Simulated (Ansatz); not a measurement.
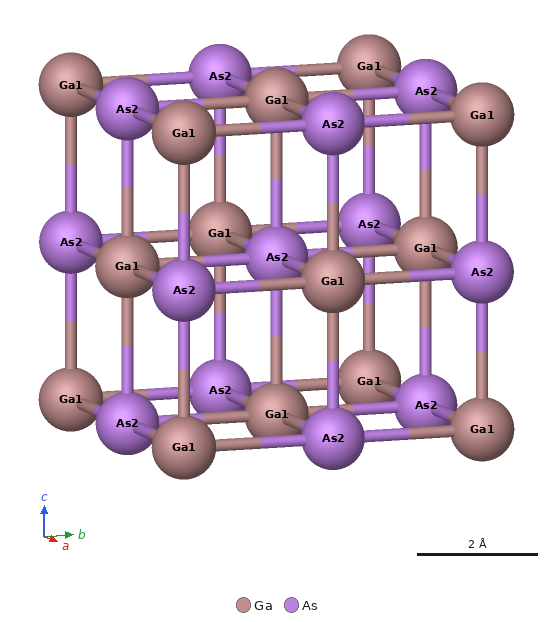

**Figure 1.** The structure as given in the input (ball-and-stick view of the cell 4 times as large as that of the calculation, set on its symmetry axes, seen slightly off an axis; atoms are numbered from 1 in the order of the input). An atom can appear more than once, as a periodic image.

# Elastic-constant calculation, with input and output: GaAs (part 1 of 2)

- system: GaAs (2 atoms in the cell)
- method: DFT PBE0, scalar-relativistic, plane waves, PAW, no spin polarisation (Ansatz 0.2.0)

It belongs to a series of runs on one base structure; here: elastic constants, atoms relaxed. Figures and captions count atoms from 1; the log counts them from 0 in places.

## The input
```yaml
crystal:
  lattice:
    - [0.0, 2.6598, 2.6598]
    - [2.6598, 0.0, 2.6598]
    - [2.6598, 2.6598, 0.0]
  atoms:
    - { symbol: Ga, position: [0.0, 0.0, 0.0] }
    - { symbol: As, position: [0.5, 0.5, 0.5] }
basis:
  ecutwfc: 420
kpoints:
  mp_grid: { grid: [10, 10, 10] }
hamiltonian:
  xc: pbe0
scf:
  occupations: { method: fermi_dirac, width: 0.15 }
output:
  forces: true
  stress: true
  eigenvalues: true
elastic:
  mode: relaxed_ion
  amplitude: 0.005
```

Run on 4 threads of AMD EPYC (Zen 5), 32 GiB of memory available, shared host.

Command:
```bash
ansatz run input.yaml --threads 4 --pin off --max-ram 12288MiB --backend cpu --events-out ev --progress --plain --runs-dir out
```

## What the program printed
```
band count auto-derived: 19 (N_el = 28.0; filled up to band 14; 18 by the electrons, moments and atoms)
Engine: ansatz 0.2.0, x86_64-unknown-linux-gnu
Pseudopotentials: kind: paw
Pseudopotential: Ga, paw, valence charge 13, recommended cutoff 420 eV (normal), Ga.paw.azcp
Pseudopotential: As, paw, valence charge 15, recommended cutoff 420 eV (normal), As.paw.azcp
Functional definition: PBE0
  parameter a = 0.25
  parameter kappa = 0.804
  parameter beta = 0.06672455060314922
  exchange = (1 - a)*pbe_x(kappa = kappa, mu = beta*pi^2/3) + a*exact_x
  correlation = pbe_c(beta = beta)
Crystal: 2 atoms, lattice volume = 37.634 Å³
Basis set: ecut = 420 eV, 725 PW (Γ), exchange–correlation on 54×54×54 points (8 copies of the dense FFT grid, shifted against one another)
Bands: 19, of which v1, the nominal top of the filled ones, is band 14 counted from 1 (13 counted from 0)
Symmetry: 48 space group operations
Space group: Fm-3m (ITA 225), of the structure as read, at distance tolerance 3.4e-5 Å
k-points: 47 of 1000
Non-local potential: Ga, projectors of the file, l = 0: 2, l = 1: 2, l = 2: 3, l = 3: 1
Non-local potential: As, projectors of the file, l = 0: 2, l = 1: 2, l = 2: 3, l = 3: 1
PAW form: soft (Blöchl's): semilocal exchange-correlation on the pseudo side does not see the compensation charge
PAW frozen core: Ga, regenerated for the run's functional, and the local potential with it (the file was generated under x = pbe(κ = 0.804, μ = 0.2195149727645171), c = pbe(β = 0.06672455060314922))
PAW frozen core: As, regenerated for the run's functional, and the local potential with it (the file was generated under x = pbe(κ = 0.804, μ = 0.2195149727645171), c = pbe(β = 0.06672455060314922))
PAW one-centre angular grid: Ga, 590 points (default); XC on 64 Gauss nodes
PAW one-centre angular grid: As, 590 points (default); XC on 64 Gauss nodes
Initial density: superposition of atomic densities (neutral atoms: chi_scale 0, normalization atom), corrected by the library's trained network
Initial wavefunctions: pseudopotential atomic-orbital guess
Functional: x = pbe(κ = 0.804, μ = 0.2195149727645171), c = pbe(β = 0.06672455060314922), warm-up for x = 0.75 pbe(κ = 0.804, μ = 0.2195149727645171) + 0.25 exact, c = pbe(β = 0.06672455060314922)
SCF iter   1: F=—  HF=-8639.234663 eV  |F-HF|=—  |Δ(HF+E_count)|=         —  Δρ=1.93e-3  dr2=1.95e-3  ethr=1.77e-3  ⟨swp⟩=6.7  Hψ=3492  notcnv=0
preconditioner: auto → Kerker (q_TF=auto, 2.597 Å⁻¹)  [metal: Δε(μ)=0.114 eV  Ē_g=16.518 eV  σ=0.150 eV  W_gap=0.19  n_scr=14 (ndim 8)  ℏωp=25.7 eV  f_vac=0.000  D(μ)=0.96/eV (n_scr^D=8)]
SCF iter   2: F=—  HF=-8639.234499 eV  |F-HF|=—  |Δ(HF+E_count)|=   1.64e-4  Δρ=1.12e-3  dr2=5.97e-4  ethr=6.98e-6  ⟨swp⟩=3.1  Hψ=1929  notcnv=0
SCF iter   3: F=—  HF=-8639.234469 eV  |F-HF|=—  |Δ(HF+E_count)|=   2.97e-5  Δρ=4.40e-4  dr2=1.15e-4  ethr=2.13e-6  ⟨swp⟩=2.6  Hψ=1614  notcnv=0
iter 4 solved again at ethr=4.01e-8 eV; its pass at ethr=4.12e-7 eV (dr2=1.12e-5 eV) is discarded
SCF iter   4: F=—  HF=-8639.234468 eV  |F-HF|=—  |Δ(HF+E_count)|=   1.04e-6  Δρ=1.69e-4  dr2=1.13e-5  ethr=4.01e-8  ⟨swp⟩=3.2  Hψ=3630  notcnv=0
SCF iter   5: F=—  HF=-8639.234471 eV  |F-HF|=—  |Δ(HF+E_count)|=   3.26e-6  Δρ=9.41e-5  dr2=2.74e-6  ethr=4.01e-8  ⟨swp⟩=3.0  Hψ=1878  notcnv=0
SCF iter   6: F=—  HF=-8639.234472 eV  |F-HF|=—  |Δ(HF+E_count)|=   7.61e-7  Δρ=2.80e-5  dr2=1.86e-7  ethr=9.79e-9  ⟨swp⟩=3.0  Hψ=2239  notcnv=0
SCF iter   7: F=—  HF=-8639.234472 eV  |F-HF|=—  |Δ(HF+E_count)|=   3.15e-8  Δρ=5.62e-6  dr2=8.51e-9  ethr=6.64e-10  ⟨swp⟩=3.0  Hψ=1976  notcnv=0
SCF iter   8: F=—  HF=-8639.234472 eV  |F-HF|=—  |Δ(HF+E_count)|=   7.65e-9  Δρ=1.32e-6  dr2=2.82e-10  ethr=3.04e-11  ⟨swp⟩=4.0  Hψ=2431  notcnv=0
SCF iter   9: F=—  HF=-8639.234472 eV  |F-HF|=—  |Δ(HF+E_count)|=  5.49e-10  Δρ=3.03e-7  dr2=2.24e-11  ethr=1.01e-12  ⟨swp⟩=3.0  Hψ=1763  notcnv=0
SCF iter  10: F=—  HF=-8639.234472 eV  |F-HF|=—  |Δ(HF+E_count)|=  1.82e-12  Δρ=7.22e-8  dr2=1.61e-12  ethr=1.00e-12  ⟨swp⟩=2.0  Hψ=1572  notcnv=0
SCF iter  11: F=—  HF=-8639.234472 eV  |F-HF|=—  |Δ(HF+E_count)|=  3.64e-12  Δρ=3.52e-8  dr2=1.47e-13  ethr=1.00e-12  ⟨swp⟩=2.0  Hψ=1572  notcnv=0
SCF iter  12: F=—  HF=-8639.234472 eV  |F-HF|=—  |Δ(HF+E_count)|=    0.00e0  Δρ=1.01e-8  dr2=1.88e-14  ethr=1.00e-12  ⟨swp⟩=2.0  Hψ=1572  notcnv=0
SCF iter  13: F=—  HF=-8639.234472 eV  |F-HF|=—  |Δ(HF+E_count)|=  1.82e-12  Δρ=3.46e-9  dr2=1.74e-15  ethr=1.00e-12  ⟨swp⟩=2.0  Hψ=1572  notcnv=0
SCF iter  14: F=-8639.234472 eV  HF=-8639.234472 eV  |F-HF|=3.64e-12  |Δ(HF+E_count)|=  1.82e-12  Δρ=1.60e-9  dr2=4.72e-16  ethr=1.00e-12  ⟨swp⟩=2.0  Hψ=1572  notcnv=0
SCF 1 converged in 14 iterations: F = -8639.234472 eV  dr2 = 4.72e-16
  greatest PAW one-centre occupation: 0.999 electrons in one spin orbital (limit 2), on the As atom at site 1 (counted from 0), in its partial waves of l = 2
Initial density: handed on by an earlier stage of this run
Initial wavefunctions: those handed on with the density
Functional: x = 0.75 pbe(κ = 0.804, μ = 0.2195149727645171) + 0.25 exact, c = pbe(β = 0.06672455060314922)
Frozen-core exchange: fock
iter 1 solved again at ethr=5.80e-5 eV; its pass at ethr=1.00e-1 eV (dr2=1.62e-2 eV) is discarded
SCF iter   1: F=—  HF=-8640.686535 eV  |F-HF|=—  |Δ(HF+E_count)|=         —  Δρ=1.37e-2  dr2=2.79e-2  ethr=5.80e-5  ⟨swp⟩=4.3  Hψ=5002  notcnv=0
eigensolver tolerance schedule calibrated: the retry pair's looser diagonalisation under-reported the residual by θ = 0.34 (0.11/decade); ethr = c·dr2/N_el runs at the constant in force after the calibration composes with the one it found (an armed cap, an earlier calibration), c = 8.9e-2
preconditioner: auto → Kerker (q_TF=auto, 2.597 Å⁻¹)  [metal: Δε(μ)=0.044 eV  Ē_g=19.978 eV  σ=0.150 eV  W_gap=0.07  n_scr=14 (ndim 8)  ℏωp=25.7 eV  f_vac=0.000  D(μ)=0.51/eV (n_scr^D=0)]
SCF iter   2: F=—  HF=-8640.686253 eV  |F-HF|=—  |Δ(HF+E_count)|=   2.81e-4  Δρ=6.38e-3  dr2=7.47e-3  ethr=5.80e-5  ⟨swp⟩=3.0  Hψ=2275  notcnv=0
SCF iter   3: F=—  HF=-8640.686116 eV  |F-HF|=—  |Δ(HF+E_count)|=   1.37e-4  Δρ=3.44e-3  dr2=2.46e-3  ethr=2.05e-5  ⟨swp⟩=2.2  Hψ=1583  notcnv=0  defer=2
SCF iter   4: F=—  HF=-8640.685485 eV  |F-HF|=—  |Δ(HF+E_count)|=   6.31e-4  Δρ=5.61e-4  dr2=1.77e-4  ethr=7.27e-6  ⟨swp⟩=3.0  Hψ=1813  notcnv=0
SCF iter   5: F=—  HF=-8640.685458 eV  |F-HF|=—  |Δ(HF+E_count)|=   2.70e-5  Δρ=2.18e-4  dr2=2.40e-5  ethr=5.42e-7  ⟨swp⟩=3.2  Hψ=2012  notcnv=0
SCF iter   6: F=-8640.685456 eV  HF=-8640.685458 eV  |F-HF|=1.88e-6  |Δ(HF+E_count)|=   6.01e-7  Δρ=8.95e-5  dr2=4.58e-6  ethr=5.82e-8  ⟨swp⟩=3.1  Hψ=2254  notcnv=0
SCF 2 stopped early in 6 iterations: F = -8640.685456 eV  dr2 = 4.58e-6
[... from here on the iterations of each SCF are left out, up to the last one ...]
  Residual-converged pass: ⟨swp⟩=3.0  Hψ=2134  notcnv=0  max |occ|·‖R‖ = 6.6e-6 eV (tolerance 6.7e-6 eV)  dr2=4.58e-6  dr2_onsite=4.16e-8  max |Δocc| = 2.9e-9
hybrid outer 1: dexx = +1.836e-2 eV, tail = 7.38e-5 eV
Frozen-core exchange: fock
preconditioner: auto → Kerker (q_TF=auto, 2.597 Å⁻¹)  [metal: Δε(μ)=0.111 eV  Ē_g=19.866 eV  σ=0.150 eV  W_gap=0.18  n_scr=14 (ndim 8)  ℏωp=25.7 eV  f_vac=0.000  D(μ)=0.46/eV (n_scr^D=0)]
SCF 3 stopped early in 7 iterations: F = -8640.685479 eV  dr2 = 2.57e-11
  Residual-converged pass: ⟨swp⟩=2.1  Hψ=1091  notcnv=0  max |occ|·‖R‖ = 6.2e-7 eV (tolerance 6.3e-7 eV)  dr2=2.54e-11  dr2_onsite=8.82e-11  max |Δocc| = 2.7e-13
hybrid outer 2: dexx = +2.484e-6 eV, tail = 3.30e-8 eV, Δε = 1.29e-2 eV (about 4.41e-4 eV left of the loop's levels), ΔF = 1.47e-29 eV/Å (tail inf)
Frozen-core exchange: fock
preconditioner: auto → Kerker (q_TF=auto, 2.597 Å⁻¹)  [metal: Δε(μ)=0.113 eV  Ē_g=19.866 eV  σ=0.150 eV  W_gap=0.19  n_scr=14 (ndim 8)  ℏωp=25.7 eV  f_vac=0.000  D(μ)=0.45/eV (n_scr^D=0)]
SCF 4 converged in 8 iterations: F = -8640.685479 eV  dr2 = 2.06e-14
  Residual-converged pass: ⟨swp⟩=3.6  Hψ=2263  notcnv=0  max |occ|·‖R‖ = 9.4e-9 eV (tolerance 1.0e-8 eV)  dr2=2.39e-14  dr2_onsite=6.72e-14  max |Δocc| = 1.8e-13
hybrid outer 3: dexx = +7.044e-10 eV, tail = 1.23e-11 eV, Δε = 8.28e-5 eV (about 2.95e-6 eV left of the loop's levels), ΔF = 1.68e-29 eV/Å (tail inf)
Crystal: 2 atoms, lattice volume = 37.257 Å³
Symmetry: 16 space group operations
k-points: 102 of 1000
Initial wavefunctions: pseudopotential atomic-orbital guess (no wavefunctions were taken with the density)
preconditioner: auto → Kerker (q_TF=auto, 2.601 Å⁻¹)  [metal: Δε(μ)=0.078 eV  Ē_g=16.143 eV  σ=0.150 eV  W_gap=0.13  n_scr=14 (ndim 8)  ℏωp=25.8 eV  f_vac=0.000  D(μ)=0.96/eV (n_scr^D=8)]
SCF 5 converged in 14 iterations: F = -8639.224906 eV  dr2 = 5.87e-15
Frozen-core exchange: fock
eigensolver tolerance schedule calibrated: the retry pair's looser diagonalisation under-reported the residual by θ = 0.34 (0.11/decade); ethr = c·dr2/N_el runs at the constant in force after the calibration composes with the one it found (an armed cap, an earlier calibration), c = 9.0e-2
preconditioner: auto → Kerker (q_TF=auto, 2.601 Å⁻¹)  [metal: Δε(μ)=0.039 eV  Ē_g=20.044 eV  σ=0.150 eV  W_gap=0.07  n_scr=14 (ndim 8)  ℏωp=25.8 eV  f_vac=0.000  D(μ)=0.51/eV (n_scr^D=0)]
SCF 6 stopped early in 6 iterations: F = -8640.683002 eV  dr2 = 4.19e-6
  Residual-converged pass: ⟨swp⟩=3.0  Hψ=4647  notcnv=0  max |occ|·‖R‖ = 6.7e-6 eV (tolerance 6.7e-6 eV)  dr2=4.19e-6  dr2_onsite=3.94e-8  max |Δocc| = 3.5e-9
hybrid outer 1: dexx = +1.816e-2 eV, tail = 7.30e-5 eV
Frozen-core exchange: fock
preconditioner: auto → Kerker (q_TF=auto, 2.601 Å⁻¹)  [metal: Δε(μ)=0.033 eV  Ē_g=19.929 eV  σ=0.150 eV  W_gap=0.06  n_scr=14 (ndim 8)  ℏωp=25.8 eV  f_vac=0.000  D(μ)=0.45/eV (n_scr^D=0)]
SCF 7 stopped early in 7 iterations: F = -8640.683023 eV  dr2 = 2.90e-11
  Residual-converged pass: ⟨swp⟩=2.2  Hψ=2846  notcnv=0  max |occ|·‖R‖ = 5.3e-7 eV (tolerance 5.3e-7 eV)  dr2=2.84e-11  dr2_onsite=8.22e-11  max |Δocc| = 2.5e-13
hybrid outer 2: dexx = +1.771e-6 eV, tail = 3.21e-8 eV, Δε = 1.02e-2 eV (about 3.41e-4 eV left of the loop's levels), ΔF = 3.16e-29 eV/Å (tail inf)
Frozen-core exchange: fock
preconditioner: auto → Kerker (q_TF=auto, 2.601 Å⁻¹)  [metal: Δε(μ)=0.031 eV  Ē_g=19.928 eV  σ=0.150 eV  W_gap=0.05  n_scr=14 (ndim 8)  ℏωp=25.8 eV  f_vac=0.000  D(μ)=0.45/eV (n_scr^D=0)]
SCF 8 converged in 8 iterations: F = -8640.683023 eV  dr2 = 1.11e-14
  Residual-converged pass: ⟨swp⟩=4.0  Hψ=5111  notcnv=0  max |occ|·‖R‖ = 9.9e-9 eV (tolerance 1.0e-8 eV)  dr2=8.39e-15  dr2_onsite=7.89e-14  max |Δocc| = 2.7e-13
hybrid outer 3: dexx = +7.131e-10 eV, tail = 1.21e-11 eV, Δε = 7.75e-5 eV (about 2.65e-6 eV left of the loop's levels), ΔF = 3.79e-29 eV/Å (tail inf)
Crystal: 2 atoms, lattice volume = 37.446 Å³
preconditioner: auto → Kerker (q_TF=auto, 2.599 Å⁻¹)  [metal: Δε(μ)=0.036 eV  Ē_g=16.254 eV  σ=0.150 eV  W_gap=0.06  n_scr=14 (ndim 8)  ℏωp=25.7 eV  f_vac=0.000  D(μ)=0.96/eV (n_scr^D=8)]
SCF 9 converged in 14 iterations: F = -8639.230202 eV  dr2 = 2.43e-14
Frozen-core exchange: fock
eigensolver tolerance schedule calibrated: the retry pair's looser diagonalisation under-reported the residual by θ = 0.34 (0.11/decade); ethr = c·dr2/N_el runs at the constant in force after the calibration composes with the one it found (an armed cap, an earlier calibration), c = 8.9e-2
preconditioner: auto → Kerker (q_TF=auto, 2.599 Å⁻¹)  [metal: Δε(μ)=0.024 eV  Ē_g=20.013 eV  σ=0.150 eV  W_gap=0.04  n_scr=14 (ndim 8)  ℏωp=25.7 eV  f_vac=0.000  D(μ)=0.51/eV (n_scr^D=0)]
SCF 10 stopped early in 6 iterations: F = -8640.684781 eV  dr2 = 4.36e-6
  Residual-converged pass: ⟨swp⟩=3.0  Hψ=4647  notcnv=0  max |occ|·‖R‖ = 6.5e-6 eV (tolerance 6.7e-6 eV)  dr2=4.36e-6  dr2_onsite=3.83e-8  max |Δocc| = 2.7e-9
hybrid outer 1: dexx = +1.823e-2 eV, tail = 7.33e-5 eV
Frozen-core exchange: fock
preconditioner: auto → Kerker (q_TF=auto, 2.599 Å⁻¹)  [metal: Δε(μ)=0.025 eV  Ē_g=19.898 eV  σ=0.150 eV  W_gap=0.04  n_scr=14 (ndim 8)  ℏωp=25.7 eV  f_vac=0.000  D(μ)=0.45/eV (n_scr^D=0)]
SCF 11 stopped early in 7 iterations: F = -8640.684804 eV  dr2 = 2.98e-11
  Residual-converged pass: ⟨swp⟩=2.1  Hψ=2817  notcnv=0  max |occ|·‖R‖ = 5.9e-7 eV (tolerance 5.9e-7 eV)  dr2=2.91e-11  dr2_onsite=8.90e-11  max |Δocc| = 2.7e-13
hybrid outer 2: dexx = +2.227e-6 eV, tail = 3.27e-8 eV, Δε = 1.25e-2 eV (about 4.26e-4 eV left of the loop's levels), ΔF = 1.20e-28 eV/Å (tail inf)
Frozen-core exchange: fock
preconditioner: auto → Kerker (q_TF=auto, 2.599 Å⁻¹)  [metal: Δε(μ)=0.033 eV  Ē_g=19.898 eV  σ=0.150 eV  W_gap=0.05  n_scr=14 (ndim 8)  ℏωp=25.7 eV  f_vac=0.000  D(μ)=0.45/eV (n_scr^D=0)]
SCF 12 converged in 8 iterations: F = -8640.684804 eV  dr2 = 8.24e-15
  Residual-converged pass: ⟨swp⟩=4.0  Hψ=5057  notcnv=0  max |occ|·‖R‖ = 1.0e-8 eV (tolerance 1.0e-8 eV)  dr2=8.80e-15  dr2_onsite=1.10e-14  max |Δocc| = 2.4e-13
hybrid outer 3: dexx = +7.103e-10 eV, tail = 1.19e-11 eV, Δε = 8.20e-5 eV (about 2.85e-6 eV left of the loop's levels), ΔF = 9.47e-30 eV/Å (tail inf)
Crystal: 2 atoms, lattice volume = 37.822 Å³
preconditioner: auto → Kerker (q_TF=auto, 2.595 Å⁻¹)  [metal: Δε(μ)=0.026 eV  Ē_g=16.479 eV  σ=0.150 eV  W_gap=0.04  n_scr=14 (ndim 8)  ℏωp=25.6 eV  f_vac=0.000  D(μ)=0.95/eV (n_scr^D=8)]
SCF 13 converged in 15 iterations: F = -8639.237770 eV  dr2 = 8.67e-15
Frozen-core exchange: fock
eigensolver tolerance schedule calibrated: the retry pair's looser diagonalisation under-reported the residual by θ = 0.34 (0.11/decade); ethr = c·dr2/N_el runs at the constant in force after the calibration composes with the one it found (an armed cap, an earlier calibration), c = 8.9e-2
preconditioner: auto → Kerker (q_TF=auto, 2.595 Å⁻¹)  [metal: Δε(μ)=0.024 eV  Ē_g=19.948 eV  σ=0.150 eV  W_gap=0.04  n_scr=14 (ndim 8)  ℏωp=25.6 eV  f_vac=0.000  D(μ)=0.52/eV (n_scr^D=0)]
SCF 14 stopped early in 6 iterations: F = -8640.685096 eV  dr2 = 4.66e-6
  Residual-converged pass: ⟨swp⟩=3.0  Hψ=4641  notcnv=0  max |occ|·‖R‖ = 6.7e-6 eV (tolerance 6.7e-6 eV)  dr2=4.66e-6  dr2_onsite=4.45e-8  max |Δocc| = 4.2e-9
hybrid outer 1: dexx = +1.854e-2 eV, tail = 7.41e-5 eV
Frozen-core exchange: fock
preconditioner: auto → Kerker (q_TF=auto, 2.595 Å⁻¹)  [metal: Δε(μ)=0.060 eV  Ē_g=19.835 eV  σ=0.150 eV  W_gap=0.10  n_scr=14 (ndim 8)  ℏωp=25.6 eV  f_vac=0.000  D(μ)=0.46/eV (n_scr^D=0)]
SCF 15 stopped early in 7 iterations: F = -8640.685118 eV  dr2 = 3.50e-11
  Residual-converged pass: ⟨swp⟩=2.2  Hψ=2315  notcnv=0  max |occ|·‖R‖ = 5.7e-7 eV (tolerance 5.8e-7 eV)  dr2=3.46e-11  dr2_onsite=1.04e-10  max |Δocc| = 3.1e-13
hybrid outer 2: dexx = +2.164e-6 eV, tail = 3.26e-8 eV, Δε = 1.14e-2 eV (about 3.86e-4 eV left of the loop's levels), ΔF = 1.58e-29 eV/Å (tail inf)
Frozen-core exchange: fock
preconditioner: auto → Kerker (q_TF=auto, 2.595 Å⁻¹)  [metal: Δε(μ)=0.066 eV  Ē_g=19.835 eV  σ=0.150 eV  W_gap=0.11  n_scr=14 (ndim 8)  ℏωp=25.6 eV  f_vac=0.000  D(μ)=0.46/eV (n_scr^D=0)]
SCF 16 converged in 8 iterations: F = -8640.685118 eV  dr2 = 3.88e-14
  Residual-converged pass: ⟨swp⟩=3.8  Hψ=4976  notcnv=0  max |occ|·‖R‖ = 1.0e-8 eV (tolerance 1.0e-8 eV)  dr2=6.21e-14  dr2_onsite=4.20e-14  max |Δocc| = 1.4e-13
hybrid outer 3: dexx = +7.046e-10 eV, tail = 1.21e-11 eV, Δε = 8.55e-5 eV (about 2.98e-6 eV left of the loop's levels), ΔF = 3.79e-29 eV/Å (tail inf)
Crystal: 2 atoms, lattice volume = 38.010 Å³
Basis set: ecut = 420 eV, 733 PW (Γ), exchange–correlation on 54×54×54 points (8 copies of the dense FFT grid, shifted against one another)
preconditioner: auto → Kerker (q_TF=auto, 2.593 Å⁻¹)  [metal: Δε(μ)=0.046 eV  Ē_g=16.595 eV  σ=0.150 eV  W_gap=0.08  n_scr=14 (ndim 8)  ℏωp=25.6 eV  f_vac=0.000  D(μ)=0.95/eV (n_scr^D=8)]
SCF 17 converged in 14 iterations: F = -8639.240156 eV  dr2 = 8.55e-15
Frozen-core exchange: fock
eigensolver tolerance schedule calibrated: the retry pair's looser diagonalisation under-reported the residual by θ = 0.34 (0.11/decade); ethr = c·dr2/N_el runs at the constant in force after the calibration composes with the one it found (an armed cap, an earlier calibration), c = 8.8e-2
preconditioner: auto → Kerker (q_TF=auto, 2.593 Å⁻¹)  [metal: Δε(μ)=0.072 eV  Ē_g=19.917 eV  σ=0.150 eV  W_gap=0.12  n_scr=14 (ndim 8)  ℏωp=25.6 eV  f_vac=0.000  D(μ)=0.52/eV (n_scr^D=0)]
SCF 18 stopped early in 6 iterations: F = -8640.683783 eV  dr2 = 4.80e-6
  Residual-converged pass: ⟨swp⟩=3.0  Hψ=4656  notcnv=0  max |occ|·‖R‖ = 6.6e-6 eV (tolerance 6.7e-6 eV)  dr2=4.80e-6  dr2_onsite=5.35e-8  max |Δocc| = 7.1e-9
hybrid outer 1: dexx = +1.878e-2 eV, tail = 7.45e-5 eV
Frozen-core exchange: fock
preconditioner: auto → Kerker (q_TF=auto, 2.593 Å⁻¹)  [metal: Δε(μ)=0.021 eV  Ē_g=19.805 eV  σ=0.150 eV  W_gap=0.04  n_scr=14 (ndim 8)  ℏωp=25.6 eV  f_vac=0.000  D(μ)=0.46/eV (n_scr^D=0)]
SCF 19 stopped early in 6 iterations: F = -8640.683804 eV  dr2 = 1.15e-10
  Residual-converged pass: ⟨swp⟩=3.0  Hψ=3677  notcnv=0  max |occ|·‖R‖ = 5.0e-7 eV (tolerance 5.0e-7 eV)  dr2=1.16e-10  dr2_onsite=4.01e-10  max |Δocc| = 1.4e-12
hybrid outer 2: dexx = +1.626e-6 eV, tail = 3.25e-8 eV, Δε = 9.35e-3 eV (about 3.10e-4 eV left of the loop's levels), ΔF = 3.79e-29 eV/Å (tail inf)
Frozen-core exchange: fock
preconditioner: auto → Kerker (q_TF=auto, 2.593 Å⁻¹)  [metal: Δε(μ)=0.024 eV  Ē_g=19.804 eV  σ=0.150 eV  W_gap=0.04  n_scr=14 (ndim 8)  ℏωp=25.6 eV  f_vac=0.000  D(μ)=0.46/eV (n_scr^D=0)]
SCF 20 converged in 8 iterations: F = -8640.683804 eV  dr2 = 2.22e-14
  Residual-converged pass: ⟨swp⟩=3.9  Hψ=5161  notcnv=0  max |occ|·‖R‖ = 9.9e-9 eV (tolerance 1.0e-8 eV)  dr2=2.13e-14  dr2_onsite=1.75e-14  max |Δocc| = 2.7e-13
hybrid outer 3: dexx = +6.889e-10 eV, tail = 1.13e-11 eV, Δε = 1.02e-4 eV (about 3.32e-6 eV left of the loop's levels), ΔF = 2.52e-29 eV/Å (tail inf)
Crystal: 2 atoms, lattice volume = 37.633 Å³
Symmetry: 8 space group operations
```
